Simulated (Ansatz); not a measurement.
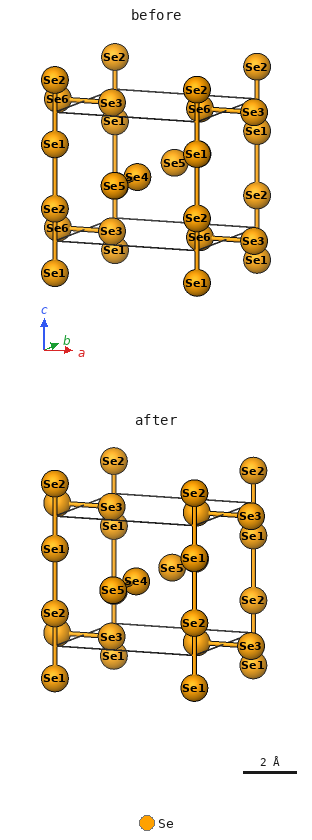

The structure of solid Se (built on the random type) before (top) and after (bottom) a relaxation, at one scale.

The picture is a ball-and-stick view of the cell of the calculation, seen slightly off an axis.

Case: random cell with space group P4_2/mmc (No. 131).

All numbers below come from Ansatz 0.2.0, DFT PBE, scalar-relativistic, plane waves, PAW.

The input:
```yaml
crystal:
  lattice:
    - [5.9016487716, 0.0, 0.0]
    - [0.0, 5.9016487716, 0.0]
    - [0.0, 0.0, 4.992302588]
  atoms:
    - { symbol: Se, position: [0.0, 0.0, 0.75] }
    - { symbol: Se, position: [0.0, 0.0, 0.25] }
    - { symbol: Se, position: [0.1903617556, 0.5, 0.0] }
    - { symbol: Se, position: [0.5, 0.1903617556, 0.5] }
    - { symbol: Se, position: [0.5, 0.8096382444, 0.5] }
    - { symbol: Se, position: [0.8096382444, 0.5, 0.0] }
basis:
  ecutwfc: 420
kpoints:
  mp_grid: { grid: [6, 6, 8] }
hamiltonian:
  xc: pbe
scf:
  occupations: { method: gaussian, width: 0.1 }
output:
  forces: true
  stress: true
  eigenvalues: true
relax:
  adjacent_minimum: "off"
  f_tol: 0.01
  max_steps: 80
  cell: { stress_tol: 0.05 }
```

Summarise the run.

The largest moves relative to the cell, 0.026 Å, are those of Se3, Se4, Se5 and Se6. Se3 goes along +a. The drawn cell changes as follows: a = b 5.902 → 5.794 Å (−1.8 %), c 4.992 → 5.034 Å (+0.8 %); the volume changes by −2.8 %. Some distances before and after: Se1–Se2 2.496 → 2.517 Å, Se3–Se6 2.247 → 2.257 Å. The space group stays P4_2/mmc (No. 131). The energy falls by 6.5 meV per cell of the calculation in 4 accepted moves (5 points after the start). The largest force component goes from 0.085 to 0.00091 eV/Å. Pressure: −0.04 GPa at the start and −0.01 GPa at the end. At 1 point the geometry stayed and the basis and grid were re-selected for the new cell (energy shift of 0.3 meV per cell of the calculation at most each time). The run took of the order of 2.9 core-minutes on a shared host.
